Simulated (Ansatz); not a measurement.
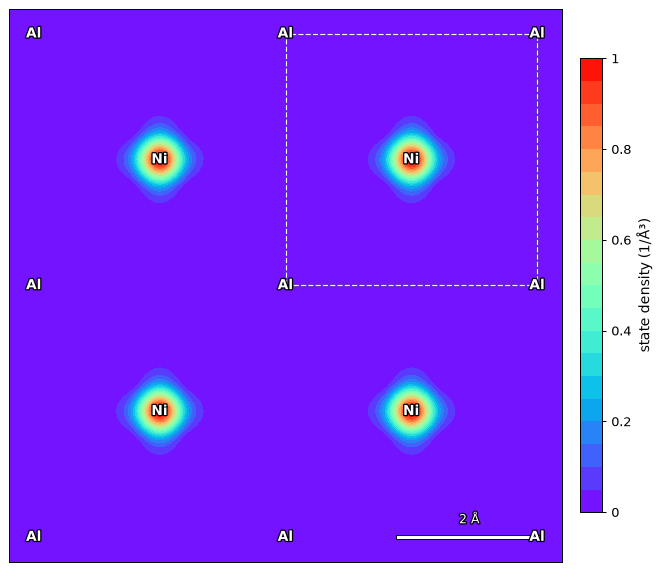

The picture shows: AlNi₃. Density of the Kohn–Sham states from 0.0 to +1.2 eV about the Fermi level (the empty states just over the Fermi level), scaled to one electron a cell: a map on the (100) plane of the conventional cell.

Space group Pm-3m; spin-polarised. Net moment 0.9 μB in the 4-atom cell of the calculation; other magnetic orders weren't tried. r2SCAN tends to overestimate the moments of metals. The cell comes from a database of computed structures, not from a measurement.

All numbers below come from DFT r2SCAN, scalar-relativistic, plane waves, PAW (Ansatz 0.2.0).

In a PAW calculation such maps are meaningful between the atoms, not at the nuclei.

Question: Which atoms and orbitals make up these states?

Answer: Projected on a minimal set of atomic orbitals (Löwdin), they are Ni 3d (75 %) and Al 3p (15 %).
- In space (atomic cells sized by Bader volumes) the density divides as Ni about 95 % and Al little.
- It nearly vanishes midway along the shortest Ni–Ni contact.
- Its net spin polarisation is −22 % (up less down).
- Little of the density lies between the atoms' surroundings.

Cost of the run: 2.9 s on 2 threads of AMD EPYC 9R45 96-Core Processor (Zen 5) (shared host), peak memory 0.59 GiB.
